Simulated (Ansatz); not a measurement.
**Two runs on FePt**

System: FePt (2 atoms in the cell).
Method of run 1: Kohn-Sham DFT of a periodic cell, BLYP with D4, all-electron LAPW, scalar-relativistic, spin-polarised (Ansatz 0.2.0).

The structure derives from an entry of the Crystallography Open Database. Text and figures count atoms from 1; the logs count them from 0 in places.

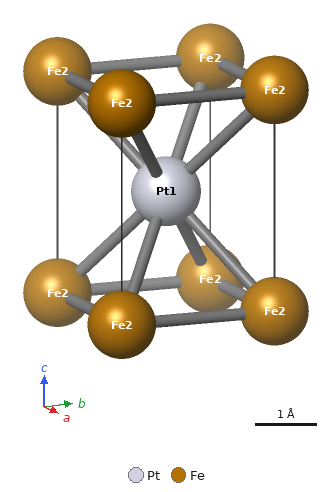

The structure as given in the input (ball-and-stick view of the cell of the calculation, seen slightly off an axis; atoms are numbered from 1 in the order of the input). An atom can appear more than once, as a periodic image.

**Input, run 1**
```yaml
crystal:
  lattice:
    - [2.7235, 0.0, 0.0]
    - [0.0, 2.7235, 0.0]
    - [0.0, 0.0, 3.72]
  atoms:
    - { symbol: Pt, position: [0.5, 0.5, 0.5] }
    - { symbol: Fe, position: [0.0, 0.0, 0.0], spin: 3.0 }
kpoints:
  mp_grid: { grid: [10, 10, 7] }
scf:
  occupations: { method: fermi_dirac, width: 0.05 }
hamiltonian:
  xc: blyp
  dispersion: d4
  pseudopotentials: { kind: all_electron, lapw: { basis_error: 0.001 } }
magnetization:
  spin_polarized: true
output:
  forces: true
  stress: true
relax:
  f_tol: 0.01
  max_steps: 60
  cell: {}
```

Launched with:
```bash
ansatz run input.yaml --threads 2 --pin off --max-ram 6144MiB --backend cpu --events-out ev --progress --plain --runs-dir out
```

Hardware: 2 threads of Arm Neoverse V2, 24 GiB of memory available, shared host.

**Output, shortened to warnings, some set-up lines, iterations and results (run 1)**
```
Basis set: ecut = 302.8750451274086 eV, 335 PW (Γ), exchange–correlation at level 2
Symmetry: 16 space group operations
k-points: 84 of 700
Initial density: superposition of atomic densities (chi_scale 0.1, normalization cell)
[...]
SCF iter   1: F=—  HF=-535628.395484 eV  |F-HF|=—  |Δ(HF+E_count)|=         —  Δρ=4.88e-2 (↑2.31e-2 ↓4.88e-2)  dr2=2.84e0  dr2_m=4.96e-2  M=2.772 μB ∫|m|=2.846 μB  β_m=0.30  …
SCF iter   2: F=—  HF=-535627.612044 eV  |F-HF|=—  |Δ(HF+E_count)|=   7.83e-1  Δρ=1.19e-2 (↑5.61e-3 ↓1.19e-2)  dr2=2.97e-2  dr2_m=1.40e-2  M=3.101 μB ∫|m|=3.165 μB  β_m=0.28  …
SCF iter   3: F=—  HF=-535627.619010 eV  |F-HF|=—  |Δ(HF+E_count)|=         —  Δρ=1.12e-2 (↑5.84e-3 ↓1.12e-2)  dr2=6.29e-2  dr2_m=1.23e-2  M=3.182 μB ∫|m|=3.276 μB  β_m=0.28  …
SCF iter   4: F=—  HF=-535627.614501 eV  |F-HF|=—  |Δ(HF+E_count)|=         —  Δρ=8.66e-3 (↑4.63e-3 ↓8.66e-3)  dr2=4.14e-2  dr2_m=7.22e-3  M=3.189 μB ∫|m|=3.296 μB  β_m=0.64  …
SCF iter   5: F=—  HF=-535627.617996 eV  |F-HF|=—  |Δ(HF+E_count)|=         —  Δρ=1.33e-3 (↑1.08e-3 ↓1.33e-3)  dr2=2.03e-3  dr2_m=1.08e-5  M=3.218 μB ∫|m|=3.371 μB  β_m=0.64  …
[... 35 lines ...]
SCF iter   1: F=—  HF=-535627.619528 eV  |F-HF|=—  |Δ(HF+E_count)|=         —  Δρ=7.53e-7 (↑5.59e-7 ↓7.53e-7)  dr2=7.19e-10  dr2_m=6.16e-12  M=3.236 μB ∫|m|=3.398 μB  …
SCF iter   2: F=—  HF=-535627.619528 eV  |F-HF|=—  |Δ(HF+E_count)|=   3.96e-9  Δρ=2.71e-7 (↑1.43e-7 ↓2.71e-7)  dr2=3.45e-11  dr2_m=3.43e-12  M=3.236 μB ∫|m|=3.398 μB  …
SCF iter   3: F=-535627.619528 eV  HF=-535627.619528 eV  |F-HF|=1.00e-8  |Δ(HF+E_count)|=   3.38e-9  Δρ=1.99e-6 (↑9.97e-7 ↓1.99e-6)  dr2=4.77e-9  dr2_m=1.11e-10  M=3.236 μB …
SCF 4 converged in 3 iterations: F = -535627.619528 eV  dr2 = 4.77e-9
relax step   4: F+E_penalty+E_count = -535627.61952778 eV  Δ(F+E_penalty+E_count) = -4.657e-8 eV  max|allowed force component| = 1.233e-31 eV/Å  Δτ_max = 0.0000 Å  P = -0.029 …
basis re-selected at this cell: Δ(F+E_penalty+E_count) = -4.657e-8 eV, ΔP = -0.001 GPa vs the last step (what re-selecting the basis moved, after the strain that the cell walked since its last selection, with what the two solves' SCF thresholds leave and, on support functions, any second-order …
SCF converged after 3 iterations
Magnetization: 3.2362 μB (30.6181 up, 27.3819 down)
Absolute magnetization: 3.3976 μB (∫|ρ↑−ρ↓|)
Spin contamination: 0.0826 ħ² per cell (⟨S²⟩ above its minimum at these occupations)
Per-site moments (μB) at R_I (Å): [(0.38160655378863595, 1.3259976421651163), (2.9163024617675077, 1.2810816831863083)]
Free energy (F): -535627.619528 eV
Harris-Foulkes:  -535627.619528 eV  (|F-HF|=1.00e-8)
Internal energy: -535627.608498 eV  (E = F + TS)
E sigma→0 (E₀):  -535627.614013 eV
Entropy (-TS):   -0.011029 eV (-5.515 meV/atom)
Fermi energy:    23.774642 eV
--- Per-component energies (eV) ---
  E_band       = -3652.322641
  E_kinetic    = 604071.150308
  E_xc         = -11251.984755
  E_electrostatic = -1128444.753094  (all electrons and nuclei)
  E_disp       = -2.020957  (pairwise vdW)
  E_smearing   = -0.011029  (= −TS)
  E_closure    = 0.000000  (closes the sum)
  E_atoms      = -535612.197011  (free atoms, spherical and without spin; not in F)
  Σ components = -535627.619528   (vs F -535627.619528, Δ=0.00e0)
  Basis errors (estimates in eV, not in F): energy 2.3e-4 per atom: plane waves 1.8e-4 (9.6e-5 summed), levels above the bands 4.4e-81, relativity 2.5e-7, radial functions 4.6e-5, core shells 4.2e-7; eigenvalues (radial functions only) 1.0e-6; not estimated: angular momenta, meshes, grids; target …
--- Forces (eV/Å), atoms counted from 1 ---
  atom   1  Pt     0.00000000     0.00000000     0.00000000
  atom   2  Fe    -0.00000000     0.00000000     0.00000000
  max |Σ_I F_I| component: 1.97e-31 eV/Å
--- Stress (GPa, compression-positive) ---
       -0.036989       0.000000       0.000000
        0.000000      -0.036989       0.000000
        0.000000       0.000000      -0.012858
  P = ⅓ Tr σ = -0.0289 GPa (-0.289 kbar)
--- Relaxed structure (3 steps of the walk, 3 accepted, 1 SCFs on fresh bases) ---
  F+E_penalty+E_count = -535627.61952778 eV   max|allowed force component| = 1.233e-31 eV/Å   (the final SCF, on the basis selected at the relaxed cell)
  cell:  # Å, volume = 27.9138 Å³
[...]
```

For run 2 the input was changed thus:
```diff
-  xc: blyp
+  xc: rpbe
-  f_tol: 0.01
+  f_tol: 0.02
```

What does this change do to the results?

The total energies belong to different methods, so their difference says nothing on which is more stable or more accurate. The volume per atom goes from 13.96 to 13.62 Å³. The functional changes from BLYP to RPBE. The SCF takes 38 iterations over all geometry steps against 37.

**Output, shortened to warnings, some set-up lines, iterations and results (run 2)**
```
Basis set: ecut = 303.30675965928685 eV, 335 PW (Γ), exchange–correlation at level 2
Symmetry: 16 space group operations
k-points: 84 of 700
Initial density: superposition of atomic densities (chi_scale 0.1, normalization cell)
[...]
SCF iter   1: F=—  HF=-535613.601964 eV  |F-HF|=—  |Δ(HF+E_count)|=         —  Δρ=5.23e-2 (↑2.87e-2 ↓5.23e-2)  dr2=3.49e0  dr2_m=4.23e-2  M=2.790 μB ∫|m|=2.861 μB  β_m=0.30  …
SCF iter   2: F=—  HF=-535612.479646 eV  |F-HF|=—  |Δ(HF+E_count)|=    1.12e0  Δρ=1.45e-2 (↑4.94e-3 ↓1.45e-2)  dr2=5.87e-2  dr2_m=1.48e-2  M=3.139 μB ∫|m|=3.208 μB  β_m=0.29  …
SCF iter   3: F=—  HF=-535612.510258 eV  |F-HF|=—  |Δ(HF+E_count)|=         —  Δρ=1.31e-2 (↑6.78e-3 ↓1.31e-2)  dr2=9.35e-2  dr2_m=1.45e-2  M=3.229 μB ∫|m|=3.334 μB  β_m=0.29  …
SCF iter   4: F=—  HF=-535612.505754 eV  |F-HF|=—  |Δ(HF+E_count)|=         —  Δρ=1.02e-2 (↑5.38e-3 ↓1.02e-2)  dr2=5.65e-2  dr2_m=9.01e-3  M=3.245 μB ∫|m|=3.366 μB  β_m=0.61  …
SCF iter   5: F=—  HF=-535612.516510 eV  |F-HF|=—  |Δ(HF+E_count)|=         —  Δρ=2.12e-3 (↑1.36e-3 ↓2.12e-3)  dr2=5.83e-3  dr2_m=6.64e-5  M=3.294 μB ∫|m|=3.478 μB  β_m=0.64  …
[... 36 lines ...]
SCF iter   1: F=—  HF=-535612.518444 eV  |F-HF|=—  |Δ(HF+E_count)|=         —  Δρ=3.69e-7 (↑2.25e-7 ↓3.69e-7)  dr2=1.65e-10  dr2_m=2.17e-12  M=3.286 μB ∫|m|=3.475 μB  …
SCF iter   2: F=—  HF=-535612.518444 eV  |F-HF|=—  |Δ(HF+E_count)|=  8.15e-10  Δρ=1.29e-7 (↑7.68e-8 ↓1.29e-7)  dr2=6.12e-12  dr2_m=1.34e-12  M=3.286 μB ∫|m|=3.475 μB  …
SCF iter   3: F=-535612.518444 eV  HF=-535612.518444 eV  |F-HF|=1.40e-9  |Δ(HF+E_count)|=   1.40e-9  Δρ=5.77e-7 (↑3.09e-7 ↓5.77e-7)  dr2=3.99e-10  dr2_m=7.02e-12  M=3.286 μB …
SCF 4 converged in 3 iterations: F = -535612.518444 eV  dr2 = 3.99e-10
relax step   4: F+E_penalty+E_count = -535612.51844364 eV  Δ(F+E_penalty+E_count) = -9.064e-7 eV  max|allowed force component| = 3.155e-30 eV/Å  Δτ_max = 0.0000 Å  P = -0.036 …
basis re-selected at this cell: Δ(F+E_penalty+E_count) = -9.064e-7 eV, ΔP = +0.000 GPa vs the last step (what re-selecting the basis moved, after the strain that the cell walked since its last selection, with what the two solves' SCF thresholds leave and, on support functions, any second-order …
SCF converged after 3 iterations
Magnetization: 3.2859 μB (30.6430 up, 27.3570 down)
Absolute magnetization: 3.4749 μB (∫|ρ↑−ρ↓|)
Spin contamination: 0.0893 ħ² per cell (⟨S²⟩ above its minimum at these occupations)
Per-site moments (μB) at R_I (Å): [(0.3832952177628641, 1.3153010275437282), (2.9750849309821614, 1.2707473985482354)]
Free energy (F): -535612.518444 eV
Harris-Foulkes:  -535612.518444 eV  (|F-HF|=1.40e-9)
Internal energy: -535612.507727 eV  (E = F + TS)
E sigma→0 (E₀):  -535612.513085 eV
Entropy (-TS):   -0.010717 eV (-5.358 meV/atom)
Fermi energy:    24.130272 eV
--- Per-component energies (eV) ---
  E_band       = -3643.569815
  E_kinetic    = 604037.107673
  E_xc         = -11236.731099
  E_electrostatic = -1128410.841500  (all electrons and nuclei)
  E_disp       = -2.042800  (pairwise vdW)
  E_smearing   = -0.010717  (= −TS)
  E_closure    = 0.000000  (closes the sum)
  E_atoms      = -535595.893533  (free atoms, spherical and without spin; not in F)
  Σ components = -535612.518444   (vs F -535612.518444, Δ=0.00e0)
  Basis errors (estimates in eV, not in F): energy 2.2e-4 per atom: plane waves 1.8e-4 (9.5e-5 summed), levels above the bands 6.4e-81, relativity 1.4e-7, radial functions 4.4e-5, core shells 5.3e-7; eigenvalues (radial functions only) 9.8e-7; not estimated: angular momenta, meshes, grids; target …
--- Forces (eV/Å), atoms counted from 1 ---
  atom   1  Pt    -0.00000000    -0.00000000     0.00000000
  atom   2  Fe     0.00000000     0.00000000     0.00000000
  max |Σ_I F_I| component: 6.31e-30 eV/Å
--- Stress (GPa, compression-positive) ---
       -0.039276       0.000000       0.000000
        0.000000      -0.039276       0.000000
        0.000000       0.000000      -0.028452
  P = ⅓ Tr σ = -0.0357 GPa (-0.357 kbar)
--- Relaxed structure (3 steps of the walk, 3 accepted, 1 SCFs on fresh bases) ---
  F+E_penalty+E_count = -535612.51844364 eV   max|allowed force component| = 3.155e-30 eV/Å   (the final SCF, on the basis selected at the relaxed cell)
  cell:  # Å, volume = 27.2437 Å³
[...]
```

**The two runs side by side**

| quantity | run 1 | run 2 |
| --- | --- | --- |
| outcome | converged | converged |
| free energy per atom (eV) | −267813.8098 | −267806.2592 |
| energy per atom, smearing taken to zero (eV) | −267813.8070 | −267806.2565 |
| net moment of the cell (μB) | 3.24 | 3.29 |
| absolute moment of the cell (μB) | 3.40 | 3.47 |
| pressure (GPa) | −0.03 | −0.04 |
| volume per atom (Å³) | 13.96 | 13.62 |
| largest force (eV/Å) | 0.000 | 0.000 |
| SCF iterations | 37 | 38 |
| irreducible k-points | 84 | 84 |
| wall time (shared host) | 2.1 min | 2.1 min |

For both runs: Spin–orbit coupling is left out, which matters for Pt.
